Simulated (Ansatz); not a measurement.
## Geometry relaxation of Hf (part 2 of 2)

Continued. System: Hf (P6₃/mmc, 2 atoms in the cell). Method: DFT r2SCAN, scalar-relativistic, plane waves, PAW, no spin polarisation (Ansatz 0.2.0); cutoff 500 eV, 18×18×8 k-mesh, Gaussian smearing of 0.1 eV. The structure was made by swapping elements on the sites of another compound; it need not be a known phase. It belongs to a series of runs on one base structure; here: Ti -> Hf on all its sites, cell and atoms relaxed.

Geometry of the input (Å; fractional positions):
```
3.1926  0.0000  0.0000
-1.5963  2.7648  0.0000
0.0000  0.0000  5.0813
Hf 0.3333  0.6667  0.2500
Hf 0.6667  0.3333  0.7500
```

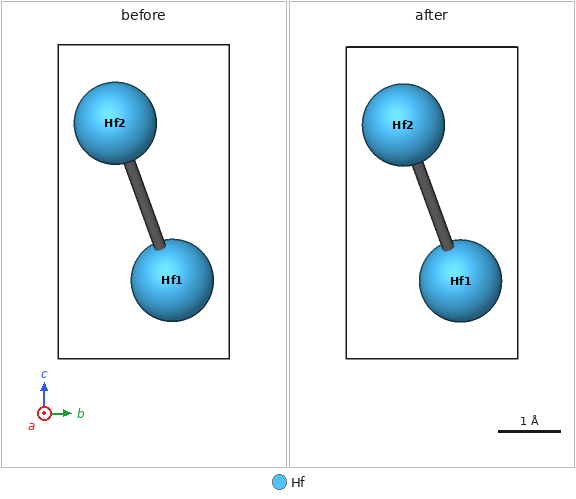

*Before (left) and after (right) the relaxation, at one scale (ball-and-stick view of the cell of the calculation, along the a axis).*

No atom moves by more than 0.005 Å relative to the cell. The volume changes by −0.3 %, with a = b 3.193 → 3.199 Å (+0.2 %), c 5.081 → 5.044 Å (−0.7 %). Among the contacts that change: Hf1–Hf2 3.139 → 3.126 Å, Hf1–Hf1 3.193 → 3.199 Å. The space group stays P6_3/mmc (No. 194). The energy falls by 0.7 meV per atom in 2 geometry steps. All forces vanish by symmetry, so only the cell relaxes. The pressure goes from −0.40 to −0.04 GPa. A last SCF at the same geometry on a re-selected plane-wave basis shifts the energy by +0.0 meV per atom. (Atoms are counted from 1 in the order of the input.)

```
basis re-selected at this cell: Δ(F+E_penalty+E_count) = +1.407e-5 eV, ΔP = +0.000 GPa vs the last step (what re-selecting the basis moved, of the pressure what is left beyond the Pulay correction that the steps carried, after the strain that the cell walked since its last selection, with what the two solves' SCF thresholds leave and, on support functions, any second-order correction that the steps lacked; it is no measure of the basis error at this ecutwfc). This SCF's stress stands 3.98e-2 GPa from its target on what of the cell is left free (relax.cell.stress_tol is 1.00e-1 GPa) and its largest allowed force component is 2.73e-16 eV/Å (relax.f_tol is 1.00e-2 eV/Å): within both
SCF converged after 6 iterations
Free energy (F): -31466.127376 eV
Harris-Foulkes:  -31466.127376 eV  (|F-HF|=7.28e-12)
Internal energy: -31466.121043 eV  (E = F + TS)
E sigma→0 (E₀):  -31466.124210 eV
Entropy (-TS):   -0.006333 eV (-3.166 meV/atom)
Fermi energy:    19.855464 eV
--- Per-component energies (eV) ---
  E_band       = 41.314308
  E_kinetic    = 848.780508
  E_local      = -10144.235234  (includes V_loc(G=0)·N_el)
  E_nonlocal   = -2497.478972
  E_hartree    = 4775.407611
  E_xc         = -566.718710
  E_vxc        = -586.545599  (∫ρ·V_xc dr)
  E_paw        = -13904.436131  (= ΣΔE_a)
  E_vpaw       = 2841.058431  (= ΣTr[D̂ρ^β])
  E_aug_tail   = -0.000002  (compensation charges beyond the density's cutoff)
  E_vtau       = 28.919882  (kinetic-family band-sum trace: ∫τ·v_τ [+ j·A + Jᵃ·Aᵃ] dr)
  E_ewald      = -9978.083157
  E_core_change = 0.643044  (= ΣΔE_core)
  E_smearing   = -0.006333  (= −TS)
  E_closure    = 0.000000  (closes the sum)
  Σ components = -31466.127376   (vs F -31466.127376, Δ=0.00e0)
--- Forces (eV/Å), atoms counted from 1 ---
  atom   1  Hf    -0.00000000     0.00000000    -0.00000000
  atom   2  Hf     0.00000000    -0.00000000     0.00000000
  max |Σ_I F_I| component: 4.63e-17 eV/Å
--- Stress (GPa, compression-positive) ---
       -0.038995       0.000000      -0.000000
        0.000000      -0.038995       0.000000
       -0.000000       0.000000      -0.039840
  P = ⅓ Tr σ = -0.0393 GPa (-0.393 kbar)
--- Band table (eV; the first three rows and the last of 185) ---
  k-point 0: bands = ["-43.8445", "-43.7662", "-12.3539", "-11.5783", "-11.5783", "-11.4453", "-11.4453", "-11.4425", "7.7227", "7.7595", "7.7632", "7.7632", "7.7642", "7.7642", "7.7669", "7.7768", "7.7768", "7.7817", "7.8033", "7.8033", "7.8462", "7.8500", "12.1023", "16.0021", "20.3260", "21.1575", "21.1575", "21.4997", "22.0401", "22.0401", "22.7403", "22.7403"]
  k-point 1: bands = ["-43.8415", "-43.7692", "-12.3214", "-11.5733", "-11.5733", "-11.4797", "-11.4504", "-11.4504", "7.7231", "7.7537", "7.7537", "7.7614", "7.7628", "7.7718", "7.7718", "7.7759", "7.7759", "7.7831", "7.8065", "7.8065", "7.8464", "7.8498", "12.2530", "15.9185", "20.1396", "21.0744", "21.0744", "21.3589", "21.9128", "21.9128", "22.9843", "22.9843"]
  k-point 2: bands = ["-43.8331", "-43.7777", "-12.2282", "-11.5845", "-11.5590", "-11.5590", "-11.4649", "-11.4649", "7.7250", "7.7471", "7.7471", "7.7541", "7.7621", "7.7621", "7.7663", "7.7841", "7.7886", "7.7886", "7.8109", "7.8109", "7.8468", "7.8494", "12.6893", "15.6053", "19.8253", "20.9541", "20.9541", "20.9803", "21.6155", "21.6155", "23.5674", "23.5674"]
  k-point 184: bands = ["-43.7620", "-43.7620", "-12.1422", "-12.1422", "-11.9144", "-11.9144", "-11.5826", "-11.5826", "7.7597", "7.7597", "7.7615", "7.7615", "7.7739", "7.7739", "7.7799", "7.7799", "7.7815", "7.7815", "7.7850", "7.7850", "7.8263", "7.8263", "18.1004", "18.1004", "18.2710", "18.2710", "19.5239", "19.5239", "22.6333", "22.6333", "25.1795", "25.1795"]
--- Relaxed structure (3 steps of the walk, 3 accepted, 1 SCFs on fresh bases) ---
  F+E_penalty+E_count = -31466.12737609 eV   max|allowed force component| = 2.729e-16 eV/Å   (the final SCF, on the basis selected at the relaxed cell)
  cell:  # Å, volume = 44.7111 Å³
    - [3.1992083053585643, 2.8927688597844213e-11, -3.073489727738621e-19]
    - [-1.599604152704334, 2.7705956644242162, 1.5367448638933722e-19]
    - [-4.891802658464228e-19, -1.1017465728495611e-33, 5.044283121209056]
  atoms:
    - { symbol: Hf, position: [0.3333333333333334, 0.6666666666666669, 0.25] }
    - { symbol: Hf, position: [0.6666666666666666, 0.3333333333333334, 0.7500000000000001] }
```

Trajectory as extended XYZ (Å, eV, eV/Å), 4 frames, from step=1 to step=4
```
2
Lattice="3.1926 0.0000 0.0000 -1.5963 2.7648 0.0000 0.0000 0.0000 5.0813" Properties=species:S:1:pos:R:3:forces:R:3 step=1 energy=-31466.12603 pressure_GPa=-0.40
Hf    0.0000    1.8432    1.2703    0.0000   0.0000   0.0000
Hf    1.5963    0.9216    3.8110    0.0000   0.0000   0.0000
2
Lattice="3.1982 0.0000 0.0000 -1.5991 2.7697 0.0000 0.0000 0.0000 5.0193" Properties=species:S:1:pos:R:3:forces:R:3 step=2 energy=-31466.12668 pressure_GPa=0.60
Hf    0.0000    1.8465    1.2548    0.0000   0.0000   0.0000
Hf    1.5991    0.9232    3.7645    0.0000   0.0000   0.0000
2
Lattice="3.1992 0.0000 0.0000 -1.5996 2.7706 0.0000 0.0000 0.0000 5.0443" Properties=species:S:1:pos:R:3:forces:R:3 step=3 energy=-31466.12739 pressure_GPa=-0.04
Hf    0.0000    1.8471    1.2611    0.0000   0.0000   0.0000
Hf    1.5996    0.9235    3.7832    0.0000   0.0000   0.0000
2
Lattice="3.1992 0.0000 0.0000 -1.5996 2.7706 0.0000 0.0000 0.0000 5.0443" Properties=species:S:1:pos:R:3:forces:R:3 step=4 energy=-31466.12738 pressure_GPa=-0.04
Hf    0.0000    1.8471    1.2611    0.0000   0.0000   0.0000
Hf    1.5996    0.9235    3.7832    0.0000   0.0000   0.0000
```

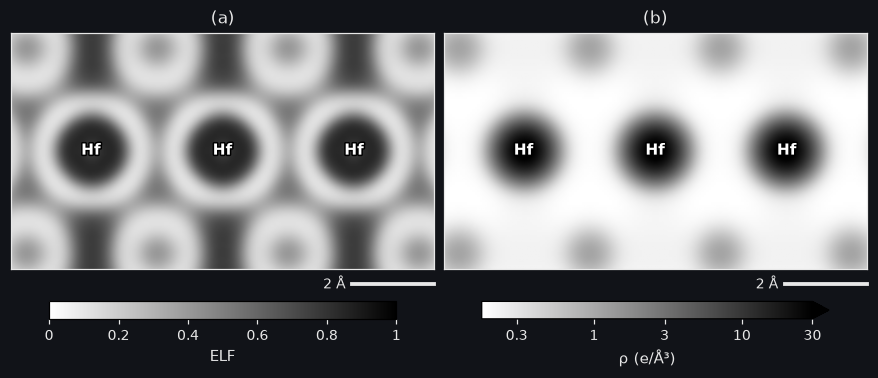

*(a) ELF; (b) valence electron density on the (100) plane of the conventional cell.*

The section cuts through Hf sites. Hf–Hf (3.20 Å): ρ is about 0.19 e/Å³ halfway; the ELF is about 0.30 at the midpoint; no shared electron pair. Away from the nuclei the density in this plane falls to 0.17 e/Å³ at its lowest. The strong features right at Hf lie inside the PAW spheres (semicore, d or f shells) and say nothing about bonding. The fields are those of the smooth PAW valence density.

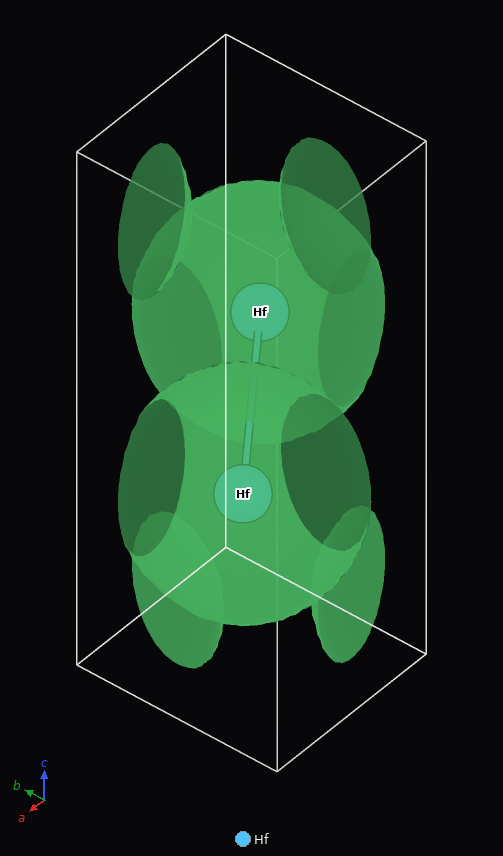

*Isosurface of the valence charge density (pseudo) at 0.3 e/Å³ (green), seen at an oblique angle. Sticks mark near contacts. The outline is the cell set on symmetry axes.*

At this value the density breaks into separate islands; it holds about 90 % of the electrons treated as valence (semicore included). It is pinched off along the Hf–Hf (3.13 Å) and Hf–Hf (3.20 Å) contacts. On the grid the lowest density along these lines, outside the cores, is 0.19 e/Å³ (Hf–Hf, 3.13 Å) and 0.19 e/Å³ (Hf–Hf, 3.20 Å).

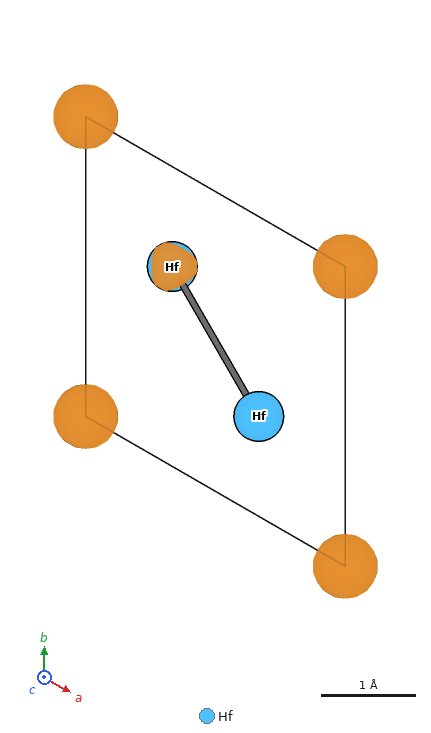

*Isosurface of the ELF at 0.7 (orange), seen along the c axis. Core shells and regions of very low density are left out. Sticks mark near contacts. The outline is the cell set on symmetry axes.*

Values along the shortest contacts: Hf–Hf (3.13 Å): the ELF is about 0.20 at the midpoint; no shared electron pair. Hf–Hf (3.20 Å): the ELF is about 0.30 at the midpoint (no localised pair between them).
